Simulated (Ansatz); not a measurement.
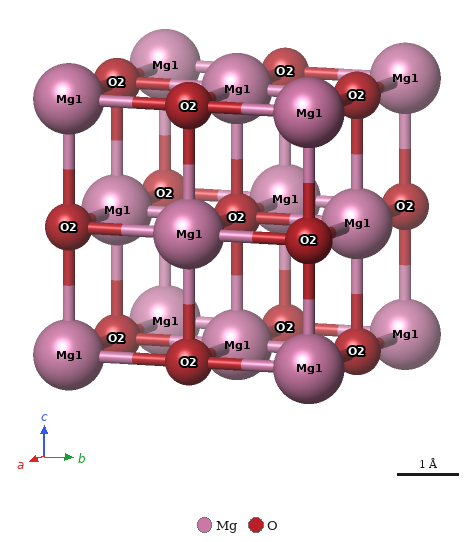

The input geometry of run A (ball-and-stick view of the cell 4 times as large as that of the calculation, set on its symmetry axes, seen slightly off an axis; atoms are numbered from 1 in the order of the input). Near neighbours in the crystal (not all of them lie inside the picture): Mg has 6 O at 2.13 Å; O has 6 Mg at 2.13 Å.

**What a change does: geometry relaxation on MgO**

System: MgO (2 atoms in the cell).
Method of run A: DFT, r2SCAN, plane waves, PAW, no spin polarisation (Ansatz 0.2.0).

The structure was built on a prototype by a generator. The geometry comes from this level: PBE. Text and figures count atoms from 1; the logs count them from 0 in places.

## Input, run A
```yaml
crystal:
  lattice:
    - [0.0, 2.1267050319, 2.1267050319]
    - [2.1267050319, 0.0, 2.1267050319]
    - [2.1267050319, 2.1267050319, 0.0]
  atoms:
    - { symbol: Mg, position: [0.0, 0.0, 0.0] }
    - { symbol: O, position: [0.5, 0.5, 0.5] }
kpoints:
  mp_grid: { grid: [10, 10, 10] }
hamiltonian:
  xc: r2scan
scf:
  occupations: { method: fermi_dirac, width: 0.02 }
relax:
  f_tol: 0.005
  cell: {}
```

Command:
```bash
ansatz run input.yaml --threads 4 --pin off --max-ram 7372MiB --backend cpu --events-out ev --progress --plain --runs-dir out
```

Hardware: 4 threads of Arm Neoverse V2, 24 GiB of memory available, shared host.

## Output, shortened to warnings, some set-up lines, iterations and results (run A)
```
Basis set: ecut = 500 eV, 531 PW (Γ), exchange–correlation on 96×96×96 points (64 copies of the dense FFT grid, shifted against one another)
Symmetry: 48 space group operations
k-points: 47 of 1000
Initial density: superposition of atomic densities (neutral atoms: chi_scale 0, normalization atom), corrected by the library's trained network
[...]
SCF iter   1: F=—  HF=-2498.243716 eV  |F-HF|=—  |Δ(HF+E_count)|=         —  Δρ=1.00e-2  dr2=1.19e-2  dr2_τ=6.66e-2  ethr=1.77e-3  ⟨swp⟩=5.9  Hψ=3381  notcnv=0
SCF iter   2: F=—  HF=-2498.323563 eV  |F-HF|=—  |Δ(HF+E_count)|=   7.98e-2  Δρ=4.88e-3  dr2=1.63e-3  dr2_τ=3.15e-4  ethr=7.47e-5  ⟨swp⟩=3.0  Hψ=1609  notcnv=0
SCF iter   3: F=—  HF=-2498.323639 eV  |F-HF|=—  |Δ(HF+E_count)|=   7.59e-5  Δρ=1.14e-3  dr2=1.94e-4  dr2_τ=2.59e-5  ethr=1.02e-5  ⟨swp⟩=3.0  Hψ=1128  notcnv=0
SCF iter   4: F=—  HF=-2498.323621 eV  |F-HF|=—  |Δ(HF+E_count)|=   1.80e-5  Δρ=5.02e-4  dr2=3.20e-5  dr2_τ=4.48e-6  ethr=1.21e-6  ⟨swp⟩=2.0  Hψ=730  notcnv=0
SCF iter   5: F=—  HF=-2498.323611 eV  |F-HF|=—  |Δ(HF+E_count)|=   9.68e-6  Δρ=3.91e-5  dr2=1.04e-7  dr2_τ=3.57e-8  ethr=2.00e-7  ⟨swp⟩=2.0  Hψ=702  notcnv=0
[... 24 lines ...]
SCF iter   3: F=—  HF=-2498.335011 eV  |F-HF|=—  |Δ(HF+E_count)|=   1.01e-7  Δρ=4.23e-6  dr2=1.81e-9  dr2_τ=2.98e-10  ethr=2.37e-10  ⟨swp⟩=2.0  Hψ=752  notcnv=0
SCF iter   4: F=—  HF=-2498.335011 eV  |F-HF|=—  |Δ(HF+E_count)|=  2.32e-11  Δρ=1.39e-6  dr2=1.73e-10  dr2_τ=6.26e-11  ethr=1.13e-11  ⟨swp⟩=2.0  Hψ=741  notcnv=0
SCF iter   5: F=-2498.335011 eV  HF=-2498.335011 eV  |F-HF|=1.46e-11  |Δ(HF+E_count)|=  4.87e-11  Δρ=3.12e-7  dr2=4.46e-12  dr2_τ=3.24e-12  ethr=1.00e-12  ⟨swp⟩=5.9  Hψ=2168  …
SCF 5 converged in 5 iterations: F = -2498.335011 eV  dr2 = 4.46e-12
relax step   5: F+E_penalty+E_count = -2498.33501131 eV  Δ(F+E_penalty+E_count) = +3.308e-4 eV  max|allowed force component| = 2.800e-29 eV/Å  Δτ_max = 0.0000 Å  P = +0.013 …
basis re-selected at this cell: Δ(F+E_penalty+E_count) = +3.308e-4 eV, ΔP = +0.019 GPa vs the last step (what re-selecting the basis moved, of the pressure what is left beyond the Pulay correction that the steps carried, after the strain that the cell walked since its last selection, with what the …
SCF converged after 5 iterations
Free energy (F): -2498.335011 eV
Harris-Foulkes:  -2498.335011 eV  (|F-HF|=1.46e-11)
Internal energy: -2498.335011 eV  (E = F + TS)
E sigma→0 (E₀):  -2498.335011 eV
Fermi energy:    10.641024 eV
--- Per-component energies (eV) ---
  E_band       = -311.230250
  E_kinetic    = 256.748531
  E_local      = -1601.532053  (includes V_loc(G=0)·N_el)
  E_nonlocal   = 142.538097
  E_hartree    = 554.981829
  E_xc         = -103.294050
  E_vxc        = -149.071034  (∫ρ·V_xc dr)
  E_paw        = -455.983823  (= ΣΔE_a)
  E_vpaw       = -79.515515  (= ΣTr[D̂ρ^β])
  E_aug_tail   = 0.001032  (compensation charges beyond the density's cutoff)
  E_vtau       = 9.637003  (kinetic-family band-sum trace: ∫τ·v_τ [+ j·A + Jᵃ·Aᵃ] dr)
  E_ewald      = -1291.736425
  E_core_change = -0.058149  (= ΣΔE_core)
  E_smearing   = -0.000000  (= −TS)
  E_closure    = 0.000000  (closes the sum)
  Σ components = -2498.335011   (vs F -2498.335011, Δ=0.00e0)
--- Forces (eV/Å), atoms counted from 1 ---
  atom   1  Mg    -0.00000000    -0.00000000     0.00000000
  atom   2  O      0.00000000    -0.00000000     0.00000000
  max |Σ_I F_I| component: 5.34e-29 eV/Å
--- Stress (GPa, compression-positive) ---
        0.013185      -0.000000      -0.000000
       -0.000000       0.013185      -0.000000
       -0.000000      -0.000000       0.013185
  P = ⅓ Tr σ = 0.0132 GPa (0.132 kbar)
--- Relaxed structure (4 steps of the walk, 4 accepted, 1 SCFs on fresh bases) ---
  F+E_penalty+E_count = -2498.33501131 eV   max|allowed force component| = 2.800e-29 eV/Å   (the final SCF, on the basis selected at the relaxed cell)
  cell:  # Å, volume = 18.5794 Å³
    - [1.449494016779771e-34, 2.1021674168392273, 2.1021674168392273]
    - [2.1021674168392273, 2.4839938660366014e-34, 2.1021674168392273]
    - [2.1021674168392273, 2.1021674168392273, -1.1734781118337565e-33]
  atoms:
    - { symbol: Mg, position: [-1.709779120254045e-36, 5.895790069650687e-37, 2.004568623737212e-36] }
[...]
```

For run B the input was changed thus:
```diff
-  xc: r2scan
+  xc: lda
```

How does run B compare with run A?

The total energies belong to different methods, so their difference says nothing on which is more stable or more accurate. The volume per atom goes from 9.29 to 8.99 Å³. The functional changes from r2SCAN to LDA. The SCF takes 44 iterations over all geometry steps against 24. The default cutoff goes from 500 to 420 eV with the change.

## Output, shortened to warnings, some set-up lines, iterations and results (run B)
```
Basis set: ecut = 420 eV, 339 PW (Γ)
Symmetry: 48 space group operations
k-points: 47 of 1000
Initial density: superposition of atomic densities (neutral atoms: chi_scale 0, normalization atom), corrected by the library's trained network
[...]
SCF iter   1: F=—  HF=-2460.040148 eV  |F-HF|=—  |Δ(HF+E_count)|=         —  Δρ=1.67e-2  dr2=4.37e-2  ethr=1.77e-3  ⟨swp⟩=5.9  Hψ=3338  notcnv=0
SCF iter   2: F=—  HF=-2460.025642 eV  |F-HF|=—  |Δ(HF+E_count)|=   1.45e-2  Δρ=5.31e-3  dr2=5.18e-3  ethr=2.73e-4  ⟨swp⟩=2.0  Hψ=1117  notcnv=0
SCF iter   3: F=—  HF=-2460.023940 eV  |F-HF|=—  |Δ(HF+E_count)|=   1.70e-3  Δρ=8.42e-4  dr2=7.89e-5  ethr=3.23e-5  ⟨swp⟩=2.5  Hψ=973  notcnv=0
SCF iter   4: F=—  HF=-2460.023909 eV  |F-HF|=—  |Δ(HF+E_count)|=   3.09e-5  Δρ=8.67e-5  dr2=7.71e-7  ethr=4.93e-7  ⟨swp⟩=2.2  Hψ=754  notcnv=0
SCF iter   5: F=-2460.023908 eV  HF=-2460.023908 eV  |F-HF|=1.08e-9  |Δ(HF+E_count)|=   2.73e-7  Δρ=5.54e-6  dr2=3.13e-9  ethr=4.82e-9  ⟨swp⟩=2.0  Hψ=940  notcnv=0
[... 48 lines ...]
SCF iter   6: F=-2460.065501 eV  HF=-2460.065501 eV  |F-HF|=4.55e-13  |Δ(HF+E_count)|=  4.55e-13  Δρ=5.70e-9  dr2=2.24e-15  ethr=1.00e-12  ⟨swp⟩=1.0  Hψ=564  notcnv=0
SCF iter   7: F=-2460.065501 eV  HF=-2460.065501 eV  |F-HF|=0.00e0  |Δ(HF+E_count)|=    0.00e0  Δρ=6.32e-10  dr2=2.38e-17  ethr=1.00e-12  ⟨swp⟩=1.0  Hψ=564  notcnv=0
SCF iter   8: F=-2460.065501 eV  HF=-2460.065501 eV  |F-HF|=0.00e0  |Δ(HF+E_count)|=  4.55e-13  Δρ=5.74e-11  dr2=1.67e-19  ethr=1.00e-12  ⟨swp⟩=2.0  Hψ=1365  notcnv=0
SCF 7 converged in 8 iterations: F = -2460.065501 eV  dr2 = 1.67e-19
relax step   7: F+E_penalty+E_count = -2460.06550076 eV  Δ(F+E_penalty+E_count) = +3.668e-4 eV  max|allowed force component| = 7.001e-30 eV/Å  Δτ_max = 0.0000 Å  P = -0.018 …
basis re-selected at this cell: Δ(F+E_penalty+E_count) = +3.668e-4 eV, ΔP = -0.017 GPa vs the last step (what re-selecting the basis moved, of the pressure what is left beyond the Pulay correction that the steps carried, after the strain that the cell walked since its last selection, with what the …
SCF converged after 8 iterations
Free energy (F): -2460.065501 eV
Harris-Foulkes:  -2460.065501 eV  (|F-HF|=0.00e0)
Internal energy: -2460.065501 eV  (E = F + TS)
E sigma→0 (E₀):  -2460.065501 eV
Fermi energy:    10.769460 eV
--- Per-component energies (eV) ---
  E_band       = -287.664751
  E_kinetic    = 255.766064
  E_local      = -1577.332797  (includes V_loc(G=0)·N_el)
  E_nonlocal   = 145.613374
  E_hartree    = 543.394178
  E_xc         = -104.028288
  E_vxc        = -134.275053  (∫ρ·V_xc dr)
  E_paw        = -417.986475  (= ΣΔE_a)
  E_vpaw       = -64.227340  (= ΣTr[D̂ρ^β])
  E_aug_tail   = 0.002646  (compensation charges beyond the density's cutoff)
  E_ewald      = -1305.741603
  E_core_change = 0.247401  (= ΣΔE_core)
  E_smearing   = -0.000000  (= −TS)
  E_closure    = 0.000000  (closes the sum)
  Σ components = -2460.065501   (vs F -2460.065501, Δ=0.00e0)
--- Forces (eV/Å), atoms counted from 1 ---
  atom   1  Mg    -0.00000000     0.00000000     0.00000000
  atom   2  O      0.00000000    -0.00000000    -0.00000000
  max |Σ_I F_I| component: 1.33e-29 eV/Å
--- Stress (GPa, compression-positive) ---
       -0.018483      -0.000000      -0.000000
       -0.000000      -0.018483      -0.000000
       -0.000000      -0.000000      -0.018483
  P = ⅓ Tr σ = -0.0185 GPa (-0.185 kbar)
--- Relaxed structure (5 steps of the walk, 5 accepted, 2 SCFs on fresh bases) ---
  F+E_penalty+E_count = -2460.06550076 eV   max|allowed force component| = 7.001e-30 eV/Å   (the final SCF, on the basis selected at the relaxed cell)
  cell:  # Å, volume = 17.9880 Å³
    - [-4.713219130428421e-34, 2.0796199008793206, 2.0796199008793206]
    - [2.0796199008793206, 1.1146126321959105e-34, 2.0796199008793206]
    - [2.0796199008793206, 2.0796199008793206, 4.7769112808396224e-35]
  atoms:
    - { symbol: Mg, position: [-1.414989616773031e-36, 9.433264111804832e-37, 6.603284878315506e-36] }
    - { symbol: O, position: [0.5, 0.5, 0.5] }
```

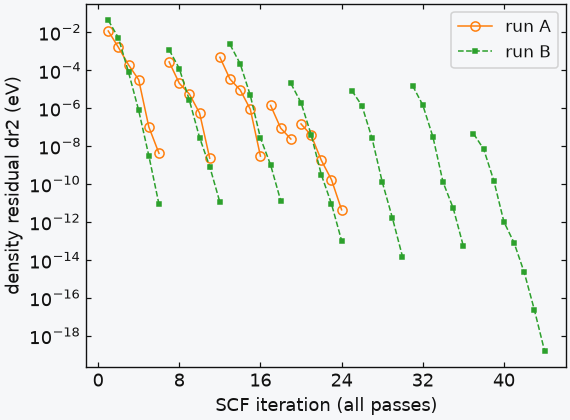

Convergence of the two runs: density residual dr2 against the SCF iteration. A break in a curve parts two SCF passes. Run A takes 24 iterations in all, and run B takes 44.

## The two runs side by side

```tsv
quantity	run A	run B
outcome	converged	converged
free energy per atom (eV)	−1249.1675	−1230.0328
pressure (GPa)	0.01	−0.02
volume per atom (Å³)	9.29	8.99
largest force (eV/Å)	0.000	0.000
SCF iterations	24	44
irreducible k-points	47	47
wall time (shared host)	2.2 s	1.7 s
```
